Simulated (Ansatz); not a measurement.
Ti (slab)

```
CELL_PARAMETERS angstrom
2.93846 0.00000 0.00000
0.00000 4.65063 0.00000
0.00000 0.00000 26.02738
ATOMIC_POSITIONS crystal
Ti 0.00000 0.75000 0.29188
Ti 0.50000 0.25000 0.32348
Ti 0.50000 0.75000 0.38528
Ti 0.00000 0.25000 0.41894
Ti 0.00000 0.75000 0.48351
Ti 0.50000 0.25000 0.51649
Ti 0.50000 0.75000 0.58106
Ti 0.00000 0.25000 0.61472
Ti 0.00000 0.75000 0.67652
Ti 0.50000 0.25000 0.70812
```

Computed without spin polarisation.

Method: DFT PBE, scalar-relativistic, plane waves, PAW (Ansatz).

Question: What will maps of the valence pseudo-density and electron localisation function show?

Answer: Ti–Ti (2.84 Å): ρ is about 0.22 e/Å³ halfway; the ELF is about 0.25 at the midpoint (no shared electron pair shows on this line).
Ti–Ti (2.84 Å): ρ at the midpoint is about 0.22 e/Å³; the ELF is about 0.25 at the midpoint: no shared electron pair shows on this line.
Ti–Ti (2.94 Å): the density is about 0.18 e/Å³ at the midpoint; the ELF is about 0.25 at the midpoint; no localised pair shows between them.

Question: Metal or insulator at this level of theory?

Answer: It is gapless in this calculation (a metal or semimetal).

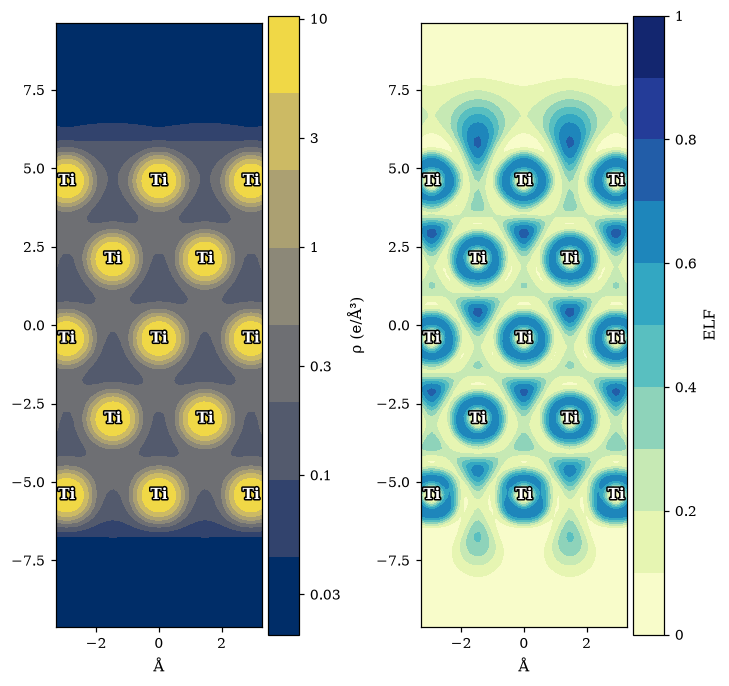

Computed valence pseudo-density and electron localisation function on the (010) plane of the calculation cell, a cut from vacuum to vacuum, in this order. 

In a PAW calculation such maps are meaningful between the atoms, not at the nuclei.
